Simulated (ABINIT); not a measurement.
# Run report: AlCo, geometry relaxation (part 1 of 3)

AlCo (Pm-3m, 2 atoms in the cell), computed with Kohn-Sham DFT of a periodic cell, PBE, JTH PAW PBE v2.0, spin-polarised (ABINIT 10.8.3).

The structure derives from a Materials Project entry.

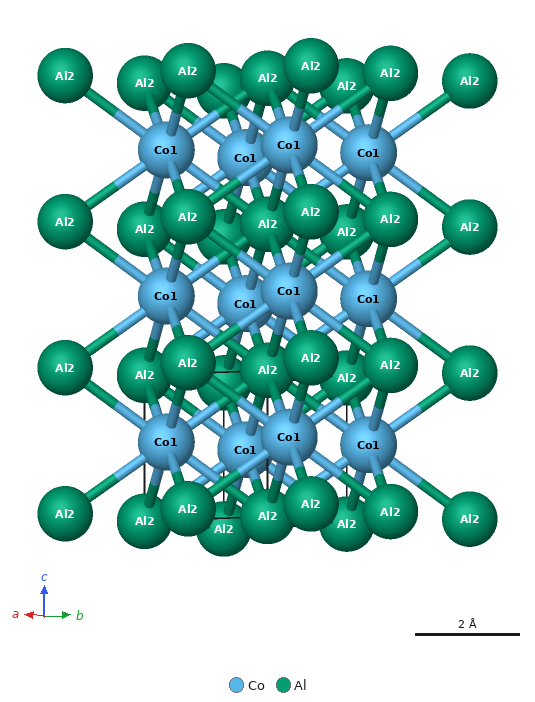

Fig. 1: The starting structure (ball-and-stick view of the cell of the calculation, repeated 2 × 2 × 3, seen at an oblique angle; atoms are numbered from 1 in the order of the input). An atom can appear more than once, as a periodic image.

## Key numbers

```json
{"quantity": "outcome", "value": "converged"}
{"quantity": "space group (tolerance 0.01 Å)", "value": "Pm-3m (221)"}
{"quantity": "electrons treated", "value": "20"}
{"quantity": "free energy", "value": "−4042.4436 eV"}
{"quantity": "Fermi energy", "value": "12.905 eV"}
{"quantity": "gap on the k-point mesh", "value": "none (metallic)"}
{"quantity": "net moment of the cell", "value": "0.00 μB"}
{"quantity": "pressure", "value": "0.00 GPa"}
{"quantity": "final volume", "value": "23.20 Å³"}
{"quantity": "largest force (length of the vector) at the end", "value": "under 0.001 eV/Å"}
{"quantity": "final cell", "value": "a = 2.852 Å, b = 2.852 Å, c = 2.852 Å, α = 90.00°, β = 90.00°, γ = 90.00°"}
{"quantity": "hardware", "value": "1 thread of Arm Neoverse V1, 24 GiB of memory available, shared host"}
{"quantity": "wall time", "value": "2 min"}
{"quantity": "peak memory", "value": "0.14 GiB"}
```

## Input file
```
# Pseudopotentials
pp_dirpath "./"
pseudos "Co.GGA_PBE-JTH.xml, Al.GGA_PBE-JTH.xml"

# Structure
acell 2.81940321 2.81940321 2.81940321 Angstrom
rprim
     1.0000000000     0.0000000000     0.0000000000
     0.0000000000     1.0000000000     0.0000000000
     0.0000000000     0.0000000000     1.0000000000
ntypat 2
znucl 27 13
natom 2
typat 1 2
xred
     0.5000000000     0.5000000000     0.5000000000
     0.0000000000     0.0000000000     0.0000000000
chkprim 0
chksymtnons 0
tolsym 1.0e-6

# Plane-wave basis
ecut 707.496042 eV
pawecutdg 48.0
pawxcdev 0

# k points
kptopt 1
ngkpt 7 7 7
nshiftk 1
shiftk 0.0 0.0 0.0

# Exchange and correlation
ixc 11

# Bands and occupations
nband 15
occopt 3
tsmear 0.05 eV

# Spin
nsppol 2
spinat
     0.0000000000     0.0000000000     2.0000000000
     0.0000000000     0.0000000000     0.0000000000

# SCF cycle
nstep 100
tolvrs 1.0e-9

# Output
iomode 3
prtwf 0
prtden 0
prteig 0
prtebands 0
enunit 2

# Relaxation
ionmov 2
ntime 60
tolmxf 0.0001
optcell 2
dilatmx 1.08
ecutsm 0.5
```

Run as:
```bash
abinit run.abi > log 2>&1
```

## Log
```
.Version 10.8.3 of ABINIT
 Symmetries : space group Pm -3 m (#221); Bravais cP (primitive cubic)
================================================================================
 Values of the parameters that define the memory need of the present run
     intxc =       0    ionmov =       2      iscf =      17    lmnmax =      18
     lnmax =       6     mgfft =      30  mpssoang =       3    mqgrid =    3001
     natom =       2  nloc_mem =       2    nspden =       2   nspinor =       1
    nsppol =       2      nsym =      48    n1xccc =       1    ntypat =       2
    occopt =       3   xclevel =       2
       mpw =        1225          nfft =       27000          nkpt =          20
 PAW method is used; the additional fine FFT grid is defined by:
   mgfftf=        36    nfftf =     46656
================================================================================
================================================================================

--------------------------------------------------------------------------------
------------- Echo of variables that govern the present computation ------------
--------------------------------------------------------------------------------
 -outvars: echo values of preprocessed input variables --------
            acell      5.3278999054E+00  5.3278999054E+00  5.3278999054E+00 Bohr
              amu      5.89332000E+01  2.69815390E+01
          chkprim           0
      chksymtnons           0
          dilatmx      1.08000000E+00
             ecut      2.60000000E+01 Hartree
           ecutsm      5.00000000E-01 Hartree
           enunit           2
           ionmov           2
              ixc          11
         kptrlatt        7    0    0      0    7    0      0    0    7
          kptrlen      3.72952993E+01
            natom           2
            nband          15
            ngfft          30      30      30
          ngfftdg          36      36      36
             nkpt          20
           nspden           2
           nsppol           2
            nstep         100
             nsym          48
            ntime          60
           ntypat           2
           occopt           3
          optcell           2
        pawecutdg      4.80000000E+01 Hartree
         pawxcdev           0
           prtden           0
        prtebands           0
           prteig           0
            prtwf           0
          spgroup         221
           spinat      0.0000000000E+00  0.0000000000E+00  2.0000000000E+00
                       0.0000000000E+00  0.0000000000E+00  0.0000000000E+00
           tolmxf      1.00000000E-04
           tolsym      1.00000000E-06
           tolvrs      1.00000000E-09
           tsmear      1.83746611E-03 Hartree
            typat      1  2
           useylm           1
           xangst      1.4097016050E+00  1.4097016050E+00  1.4097016050E+00
                       0.0000000000E+00  0.0000000000E+00  0.0000000000E+00
            xcart      2.6639499527E+00  2.6639499527E+00  2.6639499527E+00
                       0.0000000000E+00  0.0000000000E+00  0.0000000000E+00
             xred      5.0000000000E-01  5.0000000000E-01  5.0000000000E-01
                       0.0000000000E+00  0.0000000000E+00  0.0000000000E+00
            znucl       27.00000   13.00000

================================================================================

 chkinp: Checking input parameters for consistency.

================================================================================
== DATASET  1 ==================================================================

--- !DatasetInfo
iteration_state: {dtset: 1, }
dimensions: {natom: 2, nkpt: 20, mband: 15, nsppol: 2, nspinor: 1, nspden: 2, mpw: 1225, }
cutoff_energies: {ecut:  26.0, pawecutdg:  48.0, }
electrons: {nelect:   2.00000000E+01, charge:   0.00000000E+00, occopt:   3.00000000E+00, tsmear:   1.83746611E-03, }
meta: {optdriver: 0, ionmov: 2, optcell: 2, iscf: 17, paral_kgb: 0, }
...

 Exchange-correlation functional for the present dataset will be:
  GGA: Perdew-Burke-Ernzerhof functional - ixc=11
  J.P.Perdew, K.Burke, M.Ernzerhof, PRL 77, 3865 (1996)

 Real(R)+Recip(G) space primitive vectors, cartesian coordinates (Bohr,Bohr^-1):
 R(1)=  5.3278999  0.0000000  0.0000000  G(1)=  0.1876912  0.0000000  0.0000000
 R(2)=  0.0000000  5.3278999  0.0000000  G(2)=  0.0000000  0.1876912  0.0000000
 R(3)=  0.0000000  0.0000000  5.3278999  G(3)=  0.0000000  0.0000000  0.1876912
 Unit cell volume ucvol=  1.5124052E+02 bohr^3
 Angles (23,13,12)=  9.00000000E+01  9.00000000E+01  9.00000000E+01 degrees

 Coarse grid specifications (used for wave-functions):

 getcut: wavevector=  0.0000  0.0000  0.0000  ngfft=  30  30  30
         ecut(hartree)=     30.326   => boxcut(ratio)=   2.27138

 getcut : COMMENT -
  Note that boxcut > 2.2 ; recall that boxcut=Gcut(box)/Gcut(sphere) = 2
  is sufficient for exact treatment of convolution.
  Such a large boxcut is a waste : you could raise ecut
  e.g. ecut=   39.114713 Hartrees makes boxcut=2

 Fine grid specifications (used for densities):

 getcut: wavevector=  0.0000  0.0000  0.0000  ngfft=  36  36  36
         ecut(hartree)=     55.987   => boxcut(ratio)=   2.00603

--- Pseudopotential description ------------------------------------------------
- pspini: atom type   1  psp file is ./Co.GGA_PBE-JTH.xml
 Pseudopotential format is: paw10
 basis_size (lnmax)=  6 (lmn_size= 18), orbitals=   0   0   1   1   2   2
 Spheres core radius: rc_sph= 2.10903434
 Shapefunction is SIN type: shapef(r)=[sin(pi*r/rshp)/(pi*r/rshp)]**2
 Radius for shape functions =  1.60384542
 Compensation charge density is not taken into account in XC energy/potential

- pspini: atom type   2  psp file is ./Al.GGA_PBE-JTH.xml
 Pseudopotential format is: paw10
 basis_size (lnmax)=  4 (lmn_size=  8), orbitals=   0   0   1   1
 Spheres core radius: rc_sph= 1.90363307
 Shapefunction is SIN type: shapef(r)=[sin(pi*r/rshp)/(pi*r/rshp)]**2
 Radius for shape functions =  1.60786206
 Compensation charge density is not taken into account in XC energy/potential

   2.29367983E+02                                ecore*ucvol(ha*bohr**3)
--------------------------------------------------------------------------------

================================================================================

=== [ionmov= 2] Broyden-Fletcher-Goldfarb-Shanno method (forces)
================================================================================

--- Iteration: ( 1/60) Internal Cycle: (1/1)
--------------------------------------------------------------------------------

---SELF-CONSISTENT-FIELD CONVERGENCE--------------------------------------------

--- !BeginCycle
iteration_state: {dtset: 1, itime: 1, icycle: 1, }
solver: {iscf: 17, nstep: 100, nline: 4, wfoptalg: 10, }
tolerances: {tolvrs: 1.00E-09, }
...

     iter   Etot(hartree)      deltaE(h)  residm     nres2   difmagsph maxmagsph
 ETOT  1  -147.73728925366    -1.477E+02 7.652E+00 2.360E+02 6.554E-01 6.554E-01
 ETOT  2  -149.73539678464    -1.998E+00 2.573E-01 8.483E+02 6.342E-01 2.763E-02
 ETOT  3  -148.56293836158     1.172E+00 4.163E-01 2.279E+01 3.710E-01 3.922E-01
 ETOT  4  -148.56086457436     2.074E-03 2.216E-01 2.303E+01 1.280E-01 2.642E-01
 ETOT  5  -148.55521895366     5.646E-03 1.231E-01 6.806E-01 9.982E-02 1.644E-01
 ETOT  6  -148.55805428667    -2.835E-03 4.125E-02 3.756E+00 3.663E-02 1.278E-01
 ETOT  7  -148.55630355469     1.751E-03 7.156E-03 2.601E-01 8.529E-02 4.248E-02
 ETOT  8  -148.55643517235    -1.316E-04 8.777E-03 2.647E-03 3.630E-02 6.181E-03
 ETOT  9  -148.55647628898    -4.112E-05 5.673E-03 7.921E-04 3.021E-03 3.160E-03
 ETOT 10  -148.55647946967    -3.181E-06 2.546E-03 1.363E-03 2.598E-04 3.420E-03
 ETOT 11  -148.55647917909     2.906E-07 1.093E-03 1.927E-05 2.838E-03 5.819E-04
 ETOT 12  -148.55647923743    -5.833E-08 4.943E-04 5.513E-06 2.027E-04 3.792E-04
 ETOT 13  -148.55647924188    -4.455E-09 1.617E-04 2.652E-06 5.516E-04 1.724E-04
 ETOT 14  -148.55647924069     1.197E-09 2.472E-04 1.283E-07 1.207E-04 5.167E-05
 ETOT 15  -148.55647924076    -7.930E-11 2.611E-05 2.872E-09 4.473E-05 6.939E-06
 ETOT 16  -148.55647924080    -4.005E-11 8.213E-05 1.068E-09 4.429E-06 2.510E-06
 ETOT 17  -148.55647924080     1.108E-12 8.766E-06 2.178E-10 2.716E-06 3.303E-07

 At SCF step   17       nres2   =  2.18E-10 < tolvrs=  1.00E-09 =>converged.

 Cartesian components of stress tensor (hartree/bohr^3)
  sigma(1 1)= -2.28234920E-04  sigma(3 2)=  0.00000000E+00
  sigma(2 2)= -2.28234920E-04  sigma(3 1)=  0.00000000E+00
  sigma(3 3)= -2.28234920E-04  sigma(2 1)=  0.00000000E+00

--- !ResultsGS
iteration_state: {dtset: 1, itime: 1, icycle: 1, }
comment   : Summary of ground state results
lattice_vectors:
- [  5.3278999,   0.0000000,   0.0000000, ]
- [  0.0000000,   5.3278999,   0.0000000, ]
- [  0.0000000,   0.0000000,   5.3278999, ]
lattice_lengths: [   5.32790,    5.32790,    5.32790, ]
lattice_angles: [ 90.000,  90.000,  90.000, ] # degrees, (23, 13, 12)
lattice_volume:   1.5124052E+02
convergence: {deltae:  1.108E-12, res2:  2.178E-10, residm:  8.766E-06, diffor: null, }
etotal    :  -1.48556479E+02
entropy   :   0.00000000E+00
fermie    :   4.94621121E-01
cartesian_stress_tensor: # hartree/bohr^3
- [ -2.28234920E-04,   0.00000000E+00,   0.00000000E+00, ]
- [  0.00000000E+00,  -2.28234920E-04,   0.00000000E+00, ]
- [  0.00000000E+00,   0.00000000E+00,  -2.28234920E-04, ]
pressure_GPa:   6.7149E+00
xred      :
- [  5.0000E-01,   5.0000E-01,   5.0000E-01, Co]
- [  0.0000E+00,   0.0000E+00,   0.0000E+00, Al]
cartesian_forces: # hartree/bohr
- [ -0.00000000E+00,  -0.00000000E+00,  -0.00000000E+00, ]
- [ -0.00000000E+00,  -0.00000000E+00,  -0.00000000E+00, ]
force_length_stats: {min:   0.00000000E+00, max:   0.00000000E+00, mean:   0.00000000E+00, }
...

 Integrated electronic and magnetization densities in atomic spheres:
 ------------------------------------------------------------------------------------------------------------
 Radius=ratsph(iatom), smearing ratsm=  0.0000. Diff(up-dn)=approximate z local magnetic moment.
    Atom    Radius    up_density   dn_density  Total(up+dn)  Diff(up-dn)
    1 Co   2.10903     7.856502     7.856502     15.713004     0.000000
    2 Al   1.90363     0.429397     0.429397      0.858794    -0.000000
 ------------------------------------------------------------------------------------------------------------
  Sum:                 8.285899     8.285899     16.571798    -0.000000
 Total magnetization (from the atomic spheres):               -0.000000
 Total magnetization (exact up - dn):                         -0.000000

---OUTPUT-----------------------------------------------------------------------

 Cartesian coordinates (xcart) [bohr]
  2.66394995270263E+00  2.66394995270263E+00  2.66394995270263E+00
  0.00000000000000E+00  0.00000000000000E+00  0.00000000000000E+00
 Reduced coordinates (xred)
  5.00000000000000E-01  5.00000000000000E-01  5.00000000000000E-01
  0.00000000000000E+00  0.00000000000000E+00  0.00000000000000E+00
 Cartesian forces (fcart) [Ha/bohr]; max,rms= 0.00000E+00 0.00000E+00 (free atoms)
 -0.00000000000000E+00 -0.00000000000000E+00 -0.00000000000000E+00
 -0.00000000000000E+00 -0.00000000000000E+00 -0.00000000000000E+00
 Gradient of E wrt nuclear positions in reduced coordinates (gred)
  0.00000000000000E+00  0.00000000000000E+00  0.00000000000000E+00
  0.00000000000000E+00  0.00000000000000E+00  0.00000000000000E+00
 Scale of Primitive Cell (acell) [bohr]
  5.32789990540526E+00  5.32789990540526E+00  5.32789990540526E+00
 Real space primitive translations (rprimd) [bohr]
  5.32789990540526E+00  0.00000000000000E+00  0.00000000000000E+00
  0.00000000000000E+00  5.32789990540526E+00  0.00000000000000E+00
  0.00000000000000E+00  0.00000000000000E+00  5.32789990540526E+00
 Unitary Cell Volume (ucvol) [Bohr^3]=  1.51240523380994E+02
 Angles (23,13,12)= [degrees]
  9.00000000000000E+01  9.00000000000000E+01  9.00000000000000E+01
 Lengths [Bohr]
  5.32789990540526E+00  5.32789990540526E+00  5.32789990540526E+00
 Stress tensor in cartesian coordinates (strten) [Ha/bohr^3]
 -2.28234919937590E-04  0.00000000000000E+00  0.00000000000000E+00
  0.00000000000000E+00 -2.28234919937594E-04  0.00000000000000E+00
  0.00000000000000E+00  0.00000000000000E+00 -2.28234919937590E-04
 Total energy (etotal) [Ha]= -1.48556479240804E+02

--- Iteration: ( 2/60) Internal Cycle: (1/1)
--------------------------------------------------------------------------------

---SELF-CONSISTENT-FIELD CONVERGENCE--------------------------------------------

--- !BeginCycle
iteration_state: {dtset: 1, itime: 2, icycle: 1, }
solver: {iscf: 17, nstep: 100, nline: 4, wfoptalg: 10, }
tolerances: {tolvrs: 1.00E-09, }
...

     iter   Etot(hartree)      deltaE(h)  residm     nres2   difmagsph maxmagsph
 ETOT  1  -148.62168945483    -1.486E+02 5.136E-03 7.453E+01 3.107E-05 3.107E-05
 ETOT  2  -149.13367720780    -5.120E-01 9.622E-03 5.597E+02 3.028E-05 1.006E-06
 ETOT  3  -148.55546728633     5.782E-01 3.018E-01 8.041E+00 1.008E-04 1.000E-04
 ETOT  4  -148.55658630204    -1.119E-03 1.168E-02 4.247E-02 1.145E-04 1.446E-05
 ETOT  5  -148.55703252705    -4.462E-04 1.310E-04 7.031E-02 2.413E-05 9.671E-06
 ETOT  6  -148.55700189386     3.063E-05 8.351E-05 3.211E-02 1.292E-06 9.064E-06
 ETOT  7  -148.55697008014     3.181E-05 1.156E-05 1.261E-03 1.372E-06 7.835E-06
 ETOT  8  -148.55696985109     2.290E-07 1.656E-05 2.978E-04 1.354E-06 6.482E-06
 ETOT  9  -148.55696960489     2.462E-07 1.286E-06 5.031E-05 1.740E-06 4.741E-06
 ETOT 10  -148.55696961904    -1.415E-08 5.277E-06 1.899E-05 1.267E-06 3.474E-06
 ETOT 11  -148.55696961544     3.599E-09 4.072E-07 5.319E-08 9.443E-07 2.530E-06
 ETOT 12  -148.55696961613    -6.924E-10 9.364E-07 4.185E-07 4.588E-07 2.071E-06
 ETOT 13  -148.55696961591     2.262E-10 2.194E-07 5.941E-09 5.727E-07 1.499E-06
 ETOT 14  -148.55696961590     5.855E-12 6.843E-07 7.928E-10 4.352E-07 1.063E-06

 At SCF step   14       nres2   =  7.93E-10 < tolvrs=  1.00E-09 =>converged.

 Cartesian components of stress tensor (hartree/bohr^3)
  sigma(1 1)= -8.85689291E-05  sigma(3 2)=  0.00000000E+00
  sigma(2 2)= -8.85689291E-05  sigma(3 1)=  0.00000000E+00
  sigma(3 3)= -8.85689291E-05  sigma(2 1)=  0.00000000E+00

--- !ResultsGS
iteration_state: {dtset: 1, itime: 2, icycle: 1, }
comment   : Summary of ground state results
lattice_vectors:
- [  5.3643803,   0.0000000,   0.0000000, ]
- [  0.0000000,   5.3643803,   0.0000000, ]
- [  0.0000000,   0.0000000,   5.3643803, ]
lattice_lengths: [   5.36438,    5.36438,    5.36438, ]
lattice_angles: [ 90.000,  90.000,  90.000, ] # degrees, (23, 13, 12)
lattice_volume:   1.5436850E+02
convergence: {deltae:  5.855E-12, res2:  7.928E-10, residm:  6.843E-07, diffor: null, }
etotal    :  -1.48556970E+02
entropy   :   0.00000000E+00
fermie    :   4.82460061E-01
cartesian_stress_tensor: # hartree/bohr^3
- [ -8.85689291E-05,   0.00000000E+00,   0.00000000E+00, ]
- [  0.00000000E+00,  -8.85689291E-05,   0.00000000E+00, ]
- [  0.00000000E+00,   0.00000000E+00,  -8.85689291E-05, ]
pressure_GPa:   2.6058E+00
xred      :
- [  5.0000E-01,   5.0000E-01,   5.0000E-01, Co]
- [  0.0000E+00,   0.0000E+00,   0.0000E+00, Al]
cartesian_forces: # hartree/bohr
- [ -0.00000000E+00,  -0.00000000E+00,  -0.00000000E+00, ]
- [ -0.00000000E+00,  -0.00000000E+00,  -0.00000000E+00, ]
force_length_stats: {min:   0.00000000E+00, max:   0.00000000E+00, mean:   0.00000000E+00, }
...

 Integrated electronic and magnetization densities in atomic spheres:
```
